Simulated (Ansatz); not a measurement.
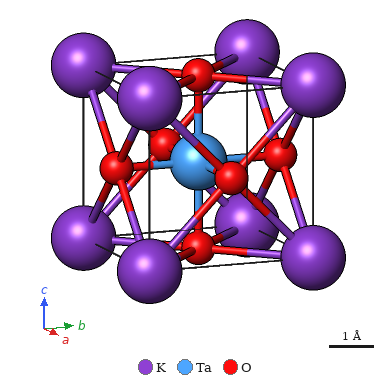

View slightly off an axis, drawn as a ball-and-stick model. Thin lines show the simulation cell, with boundary atoms drawn in all their periodic places.

```yaml
crystal:
  lattice:
    - [4.02440, 0.00000, 0.00000]
    - [0.00000, 4.02440, 0.00000]
    - [0.00000, 0.00000, 4.02440]
  atoms:
    - { symbol: K, position: [0.00000, 0.00000, 0.00000] }
    - { symbol: Ta, position: [0.50000, 0.50000, 0.50000] }
    - { symbol: O, position: [0.00000, 0.50000, 0.50000] }
    - { symbol: O, position: [0.50000, 0.50000, 0.00000] }
    - { symbol: O, position: [0.50000, 0.00000, 0.50000] }
```

All computed values are from Ansatz 0.2.0, DFT PBE, scalar-relativistic, plane waves, PAW. Settings: a plane-wave cutoff of 420 eV, 8×8×8 k-mesh, Gaussian smearing of 0.05 eV, no spin polarisation.

> How are the electrons shared out in a Bader analysis?

K +0.82 e; Ta +2.91 e; O -1.24 e. The transfer is large, as in an ionic solid.

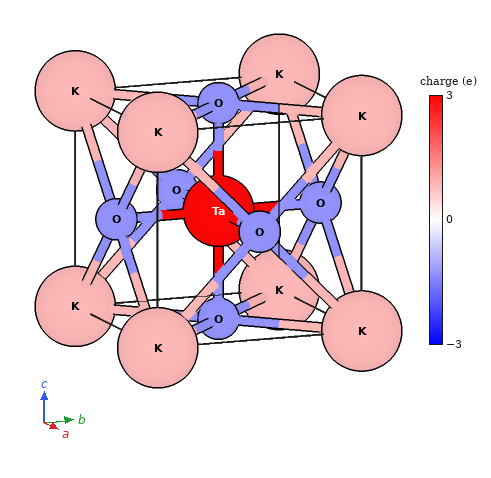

The atoms coloured by those charges.

Its origin is a structure type known for this compound. Earlier steps of the study, as a rule a relaxation of our own, may have changed the cell and positions, so they can lie some per cent off the listed ones. A calculation with Ansatz used it as input.
